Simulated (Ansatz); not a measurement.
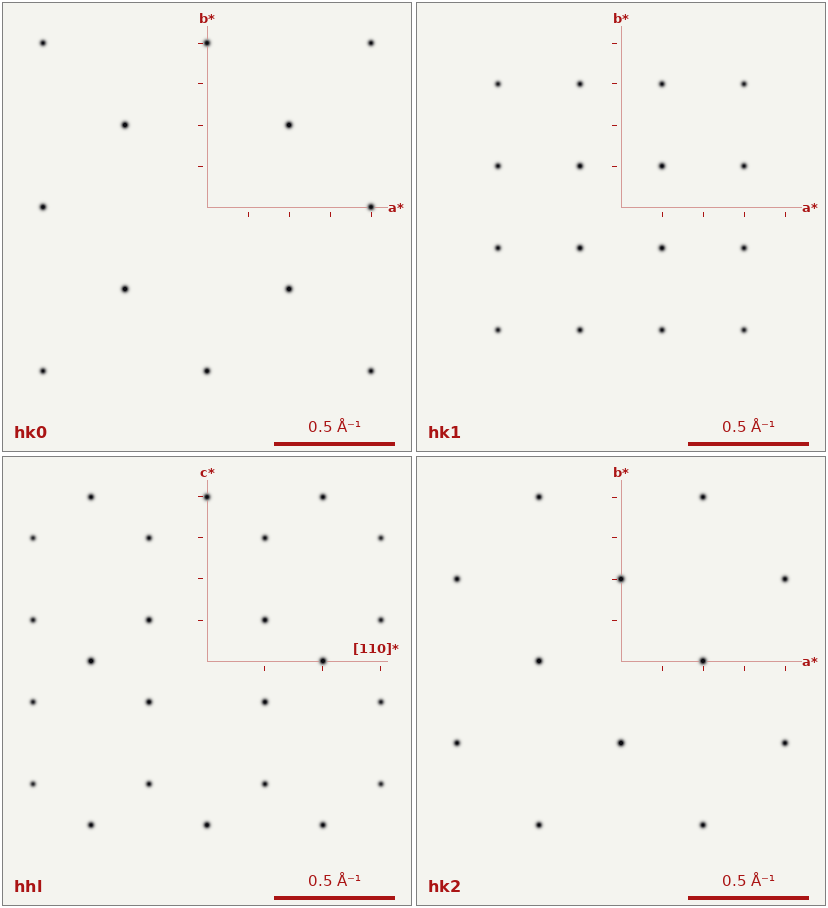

Simulated precession-type sections (X-rays; kinematic intensities, B = 0.5 Å²). The ticks mark integer indices of the conventional cell.

The compound is Pt. Structure: coordinates from a relaxation with Ansatz, DFT, RPBE, plane waves (420 eV) with PAW, scalar-relativistic; the starting structure was generated, so it need not be a known form of this composition.

Q: Read the reciprocal cell and give the direct cell.

A: a* = 0.172, b* = 0.172, c* = 0.172 Å⁻¹; the cell is cubic with a = 5.83 Å.

Q: Which reflection conditions do the layers show?

A: Reflections are present only under these conditions. hkl: h + k = 2n, h + l = 2n; hk0: h = 2n, h + k = 4n; hhl: h + l = 2n; h00: h = 4n. The lattice is face-centred (F). Further gaps, such as 2 2 2, 4 4 2, come from atoms on special positions, not from the group's general conditions.

Q: Which space groups fit?

A: The intensities have Laue symmetry m-3m (the hk0 layer shows 4mm, hk1 shows 4mm). With these conditions only Fd-3m (No. 227) fits.
